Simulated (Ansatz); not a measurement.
Geometry relaxation, with input and output: Mo (part 1 of 2)

The run: geometry relaxation of Mo (P-1, 1 atom in the cell). Method and program: DFT r2SCAN, scalar-relativistic, plane waves, PAW, no spin polarisation (Ansatz 0.2.0).

The structure derives from a Materials Project entry. It belongs to a series of runs on one base structure; here: cell sheared at random, sigma 0.01, atoms nudged by 0.01 A; relaxed back. Figures and captions count atoms from 1; the log counts them from 0 in places.

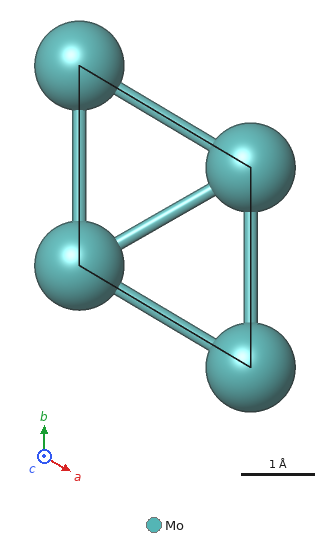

Figure 1. The structure as given in the input (ball-and-stick view of the cell of the calculation, along the c axis; atoms are numbered from 1 in the order of the input).

**Input file**
```yaml
crystal:
  lattice:
    - [2.733472751, -0.020467899, 0.0190127561]
    - [-1.3844620959, 2.366556995, -0.0174002315]
    - [0.0175262365, -0.0084023742, 2.5738295212]
  atoms:
    - { symbol: Mo, position: [0.0, 0.0, 0.5] }
basis:
  ecutwfc: 500
kpoints:
  mp_grid: { grid: [12, 12, 14] }
hamiltonian:
  xc: r2scan
scf:
  occupations: { method: gaussian, width: 0.15 }
output:
  forces: true
  stress: true
  eigenvalues: true
  write_density: true
  write_potential: true
  elf: true
  volumetric_format: npy
relax:
  adjacent_minimum: "off"
  f_tol: 0.01
  max_steps: 80
  cell: { stress_tol: 0.1 }
```

Launched with:
```bash
ansatz run input.yaml --threads 1 --pin off --max-ram 2560MiB --backend cpu --events-out ev --progress --plain --runs-dir out
```

**Output**
```
Engine: ansatz 0.2.0, x86_64-unknown-linux-gnu
Pseudopotentials: kind: paw
Pseudopotential: Mo, paw, valence charge 14, recommended cutoff 500 eV (meta_gga), Mo.paw.azcp
Functional definition: r2SCAN
  parameter k0 = 0.174
  parameter k1 = 0.065
  parameter a1 = 4.9479
  exchange = r2scan_x(k0 = k0, k1 = k1, a1 = a1)
  correlation = r2scan_c
Crystal: 1 atoms, lattice volume = 16.576 Å³
Basis set: ecut = 500 eV, 405 PW (Γ), exchange–correlation on 80×80×80 points (64 copies of the dense FFT grid, shifted against one another)
Bands: 11, of which v1, the nominal top of the filled ones, is band 7 counted from 1 (6 counted from 0)
Symmetry: 2 space group operations
Space group: P-1 (ITA 2), of the structure as read, at distance tolerance 2.5e-5 Å
k-points: 1012 of 2016
Non-local potential: Mo, projectors of the file, l = 0: 3, l = 1: 2, l = 2: 2, l = 3: 1
PAW form: soft (Blöchl's): semilocal exchange-correlation on the pseudo side does not see the compensation charge
PAW frozen core: Mo, regenerated for the run's functional (the file was generated under x = pbe(κ = 0.804, μ = 0.2195149727645171), c = pbe(β = 0.06672455060314922))
PAW one-centre angular grid: Mo, 590 points (default); XC on 160 Gauss nodes
Initial density: superposition of atomic densities (neutral atoms: chi_scale 0, normalization atom), corrected by the library's trained network
Initial wavefunctions: pseudopotential atomic-orbital guess
Functional: x = r2scan, c = r2scan; τ floored in thin density (d = 2e-4 eV/Å³)
SCF iter   1: F=—  HF=-4966.657566 eV  |F-HF|=—  |Δ(HF+E_count)|=         —  Δρ=1.22e-2  dr2=1.33e-2  dr2_τ=1.56e-2  ethr=1.77e-3  ⟨swp⟩=5.0  Hψ=67942  notcnv=0
preconditioner: auto → none  [metal: Δε(μ)=0.004 eV  Ē_g=8.063 eV  σ=0.150 eV  W_gap=0.02  n_scr=4 (ndim 8)  ℏωp=22.3 eV  f_vac=0.000  D(μ)=1.00/eV (n_scr^D=8)  sad-step TF]
SCF iter   2: F=—  HF=-4966.659041 eV  |F-HF|=—  |Δ(HF+E_count)|=   1.48e-3  Δρ=6.81e-3  dr2=3.54e-3  dr2_τ=1.80e-4  ethr=9.47e-5  ⟨swp⟩=1.4  Hψ=21119  notcnv=0
SCF iter   3: F=—  HF=-4966.659181 eV  |F-HF|=—  |Δ(HF+E_count)|=   1.40e-4  Δρ=6.40e-4  dr2=3.17e-5  dr2_τ=3.18e-6  ethr=2.53e-5  ⟨swp⟩=3.0  Hψ=18180  notcnv=0
SCF iter   4: F=—  HF=-4966.659207 eV  |F-HF|=—  |Δ(HF+E_count)|=   2.54e-5  Δρ=1.55e-4  dr2=3.30e-6  dr2_τ=9.18e-7  ethr=2.27e-7  ⟨swp⟩=2.0  Hψ=17874  notcnv=0
SCF iter   5: F=—  HF=-4966.659206 eV  |F-HF|=—  |Δ(HF+E_count)|=   8.68e-7  Δρ=3.94e-5  dr2=1.23e-7  dr2_τ=2.42e-8  ethr=2.36e-8  ⟨swp⟩=2.1  Hψ=15924  notcnv=0
SCF iter   6: F=-4966.659206 eV  HF=-4966.659206 eV  |F-HF|=1.25e-8  |Δ(HF+E_count)|=   7.18e-8  Δρ=1.31e-5  dr2=9.71e-9  dr2_τ=1.80e-9  ethr=7.14e-10  ⟨swp⟩=8.4  Hψ=67960  notcnv=0
SCF 1 converged in 6 iterations: F = -4966.659206 eV  dr2 = 9.71e-9
  greatest PAW one-centre occupation: 0.997 electrons in one spin orbital (limit 2), on the Mo atom at site 0 (counted from 0), in its partial waves of l = 0
relax step   1: F+E_penalty+E_count = -4966.65920583 eV  Δ(F+E_penalty+E_count) = +0.000e0 eV  max|allowed force component| = 0.000e0 eV/Å  Δτ_max = 0.0000 Å  P = +0.346 GPa  Ω = 16.576 Å³  (6 SCF iters, dr2 threshold 1.00e-7 eV, accepted)
Crystal: 1 atoms, lattice volume = 16.701 Å³
Basis set: ecut = 500 eV, 415 PW (Γ), exchange–correlation on 80×80×80 points (64 copies of the dense FFT grid, shifted against one another)
Initial density: handed on by an earlier stage of this run
Initial wavefunctions: those handed on with the density
iter 1 solved again at ethr=6.54e-5 eV; its pass at ethr=3.10e-3 eV (dr2=9.15e-3 eV) is discarded
SCF iter   1: F=—  HF=-4966.653944 eV  |F-HF|=—  |Δ(HF+E_count)|=         —  Δρ=8.01e-3  dr2=9.44e-3  dr2_τ=3.29e-2  ethr=6.54e-5  ⟨swp⟩=1.0  Hψ=83781  notcnv=0
preconditioner: auto → none  [metal: Δε(μ)=0.006 eV  Ē_g=7.991 eV  σ=0.150 eV  W_gap=0.02  n_scr=6 (ndim 8)  ℏωp=22.3 eV  f_vac=0.000  D(μ)=0.91/eV (n_scr^D=8)]
SCF iter   2: F=—  HF=-4966.684827 eV  |F-HF|=—  |Δ(HF+E_count)|=   3.09e-2  Δρ=3.35e-3  dr2=8.81e-4  dr2_τ=1.81e-4  ethr=6.54e-5  ⟨swp⟩=2.0  Hψ=17304  notcnv=0
SCF iter   3: F=—  HF=-4966.685464 eV  |F-HF|=—  |Δ(HF+E_count)|=   6.37e-4  Δρ=1.62e-3  dr2=1.79e-4  dr2_τ=2.52e-5  ethr=6.29e-6  ⟨swp⟩=2.1  Hψ=16224  notcnv=0
SCF iter   4: F=—  HF=-4966.685673 eV  |F-HF|=—  |Δ(HF+E_count)|=   2.09e-4  Δρ=2.23e-4  dr2=5.92e-6  dr2_τ=2.16e-6  ethr=1.28e-6  ⟨swp⟩=2.7  Hψ=18168  notcnv=0
SCF iter   5: F=—  HF=-4966.685673 eV  |F-HF|=—  |Δ(HF+E_count)|=   2.95e-7  Δρ=4.33e-5  dr2=1.95e-7  dr2_τ=6.80e-8  ethr=4.23e-8  ⟨swp⟩=2.5  Hψ=17856  notcnv=0
SCF iter   6: F=-4966.685673 eV  HF=-4966.685673 eV  |F-HF|=6.24e-9  |Δ(HF+E_count)|=   7.57e-8  Δρ=9.11e-6  dr2=7.39e-9  dr2_τ=9.87e-10  ethr=7.14e-10  ⟨swp⟩=9.0  Hψ=73294  notcnv=0
SCF 2 converged in 6 iterations: F = -4966.685673 eV  dr2 = 7.39e-9
[... from here on the iterations of each SCF are left out, up to the last one ...]
relax step   2: F+E_penalty+E_count = -4966.68567259 eV  Δ(F+E_penalty+E_count) = -2.647e-2 eV  max|allowed force component| = 0.000e0 eV/Å  Δτ_max = 0.0000 Å  P = -2.022 GPa  Ω = 16.701 Å³  energy of the carried Pulay correction = -5.246e-5 eV  (6 SCF iters, dr2 threshold 1.00e-7 eV, accepted)
Crystal: 1 atoms, lattice volume = 16.666 Å³
Basis set: ecut = 500 eV, 423 PW (Γ), exchange–correlation on 80×80×80 points (64 copies of the dense FFT grid, shifted against one another)
preconditioner: auto → none  [metal: Δε(μ)=0.006 eV  Ē_g=8.065 eV  σ=0.150 eV  W_gap=0.02  n_scr=8 (ndim 8)  ℏωp=22.3 eV  f_vac=0.000  D(μ)=0.80/eV (n_scr^D=8)]
SCF 3 converged in 7 iterations: F = -4966.736891 eV  dr2 = 1.08e-9
relax step   3: F+E_penalty+E_count = -4966.73689087 eV  Δ(F+E_penalty+E_count) = -5.122e-2 eV  max|allowed force component| = 0.000e0 eV/Å  Δτ_max = 0.0000 Å  P = -1.767 GPa  Ω = 16.666 Å³  energy of the carried Pulay correction = -2.216e-5 eV  (7 SCF iters, dr2 threshold 1.00e-7 eV, accepted)
Crystal: 1 atoms, lattice volume = 16.474 Å³
Basis set: ecut = 500 eV, 421 PW (Γ), exchange–correlation on 80×80×80 points (64 copies of the dense FFT grid, shifted against one another)
preconditioner: auto → none  [metal: Δε(μ)=0.004 eV  Ē_g=8.223 eV  σ=0.150 eV  W_gap=0.02  n_scr=6 (ndim 8)  ℏωp=22.4 eV  f_vac=0.000  D(μ)=0.89/eV (n_scr^D=8)]
SCF 4 converged in 6 iterations: F = -4966.816398 eV  dr2 = 8.84e-9
relax step   4: F+E_penalty+E_count = -4966.81639789 eV  Δ(F+E_penalty+E_count) = -7.951e-2 eV  max|allowed force component| = 0.000e0 eV/Å  Δτ_max = 0.0000 Å  P = +0.534 GPa  Ω = 16.474 Å³  energy of the carried Pulay correction = +8.344e-5 eV  (6 SCF iters, dr2 threshold 1.00e-7 eV, accepted)
Crystal: 1 atoms, lattice volume = 16.170 Å³
preconditioner: auto → none  [metal: Δε(μ)=0.007 eV  Ē_g=8.437 eV  σ=0.150 eV  W_gap=0.03  n_scr=6 (ndim 8)  ℏωp=22.6 eV  f_vac=0.000  D(μ)=0.87/eV (n_scr^D=8)]
SCF 5 converged in 6 iterations: F = -4966.927453 eV  dr2 = 1.53e-8
relax step   5: F+E_penalty+E_count = -4966.92745311 eV  Δ(F+E_penalty+E_count) = -1.111e-1 eV  max|allowed force component| = 0.000e0 eV/Å  Δτ_max = 0.0000 Å  P = +3.866 GPa  Ω = 16.170 Å³  energy of the carried Pulay correction = +2.449e-4 eV  (6 SCF iters, dr2 threshold 1.00e-7 eV, accepted)
Crystal: 1 atoms, lattice volume = 15.771 Å³
Basis set: ecut = 500 eV, 401 PW (Γ), exchange–correlation on 80×80×80 points (64 copies of the dense FFT grid, shifted against one another)
preconditioner: auto → none  [metal: Δε(μ)=0.011 eV  Ē_g=8.642 eV  σ=0.150 eV  W_gap=0.04  n_scr=6 (ndim 8)  ℏωp=22.9 eV  f_vac=0.000  D(μ)=0.86/eV (n_scr^D=10)]
SCF 6 converged in 6 iterations: F = -4967.095085 eV  dr2 = 6.98e-9
relax step   6: F+E_penalty+E_count = -4967.09508485 eV  Δ(F+E_penalty+E_count) = -1.676e-1 eV  max|allowed force component| = 0.000e0 eV/Å  Δτ_max = 0.0000 Å  P = +6.512 GPa  Ω = 15.771 Å³  energy of the carried Pulay correction = +4.504e-4 eV  (6 SCF iters, dr2 threshold 1.00e-7 eV, accepted)
Crystal: 1 atoms, lattice volume = 15.817 Å³
preconditioner: auto → none  [metal: Δε(μ)=0.006 eV  Ē_g=8.554 eV  σ=0.150 eV  W_gap=0.02  n_scr=2 (ndim 8)  ℏωp=22.9 eV  f_vac=0.000  D(μ)=0.84/eV (n_scr^D=10)]
SCF 7 converged in 6 iterations: F = -4967.208937 eV  dr2 = 1.53e-8
relax step   7: F+E_penalty+E_count = -4967.20893668 eV  Δ(F+E_penalty+E_count) = -1.139e-1 eV  max|allowed force component| = 0.000e0 eV/Å  Δτ_max = 0.0000 Å  P = +2.926 GPa  Ω = 15.817 Å³  energy of the carried Pulay correction = +4.199e-4 eV  (6 SCF iters, dr2 threshold 1.00e-7 eV, accepted)
Crystal: 1 atoms, lattice volume = 15.803 Å³
preconditioner: auto → none  [metal: Δε(μ)=0.011 eV  Ē_g=8.569 eV  σ=0.150 eV  W_gap=0.04  n_scr=0 (ndim 8)  ℏωp=22.9 eV  f_vac=0.000  D(μ)=0.83/eV (n_scr^D=10)]
SCF 8 converged in 7 iterations: F = -4967.291322 eV  dr2 = 1.45e-8
relax step   8: F+E_penalty+E_count = -4967.29132206 eV  Δ(F+E_penalty+E_count) = -8.239e-2 eV  max|allowed force component| = 0.000e0 eV/Å  Δτ_max = 0.0000 Å  P = +1.617 GPa  Ω = 15.803 Å³  energy of the carried Pulay correction = +4.250e-4 eV  (7 SCF iters, dr2 threshold 1.00e-7 eV, accepted)
Crystal: 1 atoms, lattice volume = 15.756 Å³
preconditioner: auto → none  [metal: Δε(μ)=0.001 eV  Ē_g=8.637 eV  σ=0.150 eV  W_gap=0.00  n_scr=0 (ndim 8)  ℏωp=22.9 eV  f_vac=0.000  D(μ)=0.65/eV (n_scr^D=2)]
SCF 9 converged in 7 iterations: F = -4967.424561 eV  dr2 = 9.81e-9
relax step   9: F+E_penalty+E_count = -4967.42456077 eV  Δ(F+E_penalty+E_count) = -1.332e-1 eV  max|allowed force component| = 0.000e0 eV/Å  Δτ_max = 0.0000 Å  P = +0.106 GPa  Ω = 15.756 Å³  energy of the carried Pulay correction = +4.469e-4 eV  (7 SCF iters, dr2 threshold 1.00e-7 eV, accepted)
Crystal: 1 atoms, lattice volume = 15.564 Å³
Basis set: ecut = 500 eV, 389 PW (Γ), exchange–correlation on 80×80×80 points (64 copies of the dense FFT grid, shifted against one another)
preconditioner: auto → none  [metal: Δε(μ)=0.013 eV  Ē_g=8.799 eV  σ=0.150 eV  W_gap=0.05  n_scr=0 (ndim 8)  ℏωp=23.1 eV  f_vac=0.000  D(μ)=0.50/eV (n_scr^D=0)]
SCF 10 converged in 6 iterations: F = -4967.541038 eV  dr2 = 7.81e-8
relax step  10: F+E_penalty+E_count = -4967.54103826 eV  Δ(F+E_penalty+E_count) = -1.165e-1 eV  max|allowed force component| = 0.000e0 eV/Å  Δτ_max = 0.0000 Å  P = +1.230 GPa  Ω = 15.564 Å³  energy of the carried Pulay correction = +5.468e-4 eV  (6 SCF iters, dr2 threshold 1.00e-7 eV, accepted)
Crystal: 1 atoms, lattice volume = 15.412 Å³
Basis set: ecut = 500 eV, 381 PW (Γ), exchange–correlation on 80×80×80 points (64 copies of the dense FFT grid, shifted against one another)
preconditioner: auto → none  [metal: Δε(μ)=0.001 eV  Ē_g=8.903 eV  σ=0.150 eV  W_gap=0.00  n_scr=0 (ndim 8)  ℏωp=23.2 eV  f_vac=0.000  D(μ)=0.39/eV (n_scr^D=0)]
SCF 11 converged in 6 iterations: F = -4967.578299 eV  dr2 = 5.99e-8
relax step  11: F+E_penalty+E_count = -4967.57829914 eV  Δ(F+E_penalty+E_count) = -3.726e-2 eV  max|allowed force component| = 0.000e0 eV/Å  Δτ_max = 0.0000 Å  P = +2.762 GPa  Ω = 15.412 Å³  energy of the carried Pulay correction = +6.250e-4 eV  (6 SCF iters, dr2 threshold 1.00e-7 eV, accepted)
Crystal: 1 atoms, lattice volume = 15.531 Å³
preconditioner: auto → none  [metal: Δε(μ)=0.003 eV  Ē_g=8.823 eV  σ=0.150 eV  W_gap=0.01  n_scr=0 (ndim 8)  ℏωp=23.1 eV  f_vac=0.000  D(μ)=0.42/eV (n_scr^D=0)]
SCF 12 converged in 5 iterations: F = -4967.586599 eV  dr2 = 7.82e-8
relax step  12: F+E_penalty+E_count = -4967.58659913 eV  Δ(F+E_penalty+E_count) = -8.300e-3 eV  max|allowed force component| = 0.000e0 eV/Å  Δτ_max = 0.0000 Å  P = +0.460 GPa  Ω = 15.531 Å³  energy of the carried Pulay correction = +5.626e-4 eV  (5 SCF iters, dr2 threshold 1.00e-7 eV, accepted)
Crystal: 1 atoms, lattice volume = 15.556 Å³
preconditioner: auto → none  [metal: Δε(μ)=0.020 eV  Ē_g=8.815 eV  σ=0.150 eV  W_gap=0.08  n_scr=0 (ndim 8)  ℏωp=23.1 eV  f_vac=0.000  D(μ)=0.42/eV (n_scr^D=0)]
SCF 13 converged in 3 iterations: F = -4967.586625 eV  dr2 = 6.09e-8
relax step  13: F+E_penalty+E_count = -4967.58662474 eV  Δ(F+E_penalty+E_count) = -2.561e-5 eV  max|allowed force component| = 0.000e0 eV/Å  Δτ_max = 0.0000 Å  P = -0.013 GPa  Ω = 15.556 Å³  energy of the carried Pulay correction = +5.491e-4 eV  (3 SCF iters, dr2 threshold 1.00e-7 eV, accepted)
Basis set: ecut = 500 eV, 381 PW (Γ), exchange–correlation on 96×80×80 points (64 copies of the dense FFT grid, shifted against one another)
Initial wavefunctions: pseudopotential atomic-orbital guess (no wavefunctions were taken with the density)
preconditioner: auto → none  [metal: Δε(μ)=0.005 eV  Ē_g=8.813 eV  σ=0.150 eV  W_gap=0.02  n_scr=0 (ndim 8)  ℏωp=23.1 eV  f_vac=0.000  D(μ)=0.42/eV (n_scr^D=0)]
SCF 14 converged in 7 iterations: F = -4967.604191 eV  dr2 = 8.59e-13
relax step  14: F+E_penalty+E_count = -4967.60419063 eV  Δ(F+E_penalty+E_count) = -1.757e-2 eV  max|allowed force component| = 0.000e0 eV/Å  Δτ_max = 0.0000 Å  P = +1.495 GPa  Ω = 15.556 Å³  stress off target by 4.25e0 GPa  SCF on the basis re-selected at this cell (its energy is not comparable with the rows above)  (7 SCF iters)
basis re-selected at this cell: Δ(F+E_penalty+E_count) = -1.757e-2 eV, ΔP = +1.508 GPa vs the last step (what re-selecting the basis moved, of the pressure what is left beyond the Pulay correction that the steps carried, after the strain that the cell walked since its last selection, with what the two solves' SCF thresholds leave and, on support functions, any second-order correction that the steps lacked; it is no measure of the basis error at this ecutwfc). The dense FFT grid was sized anew with the basis: this SCF ran on 24×20×20 points, the steps before it on 20×20×20, so part of this shift can come from that change (see relax.cell in the input reference). This SCF's stress stands 4.25e0 GPa from its target on what of the cell is left free (relax.cell.stress_tol is 1.00e-1 GPa) and its largest allowed force component is 0.00e0 eV/Å (relax.f_tol is 1.00e-2 eV/Å): not within both, so this SCF does not close the relaxation
Crystal: 1 atoms, lattice volume = 15.633 Å³
preconditioner: auto → none  [metal: Δε(μ)=0.012 eV  Ē_g=8.769 eV  σ=0.150 eV  W_gap=0.05  n_scr=0 (ndim 8)  ℏωp=23.0 eV  f_vac=0.000  D(μ)=0.41/eV (n_scr^D=0)]
SCF 15 converged in 5 iterations: F = -4967.606495 eV  dr2 = 3.97e-8
relax step  15: F+E_penalty+E_count = -4967.60649478 eV  Δ(F+E_penalty+E_count) = -2.304e-3 eV  max|allowed force component| = 0.000e0 eV/Å  Δτ_max = 0.0000 Å  P = +0.144 GPa  Ω = 15.633 Å³  energy of the carried Pulay correction = -3.681e-5 eV  (5 SCF iters, dr2 threshold 1.00e-7 eV, accepted)
```
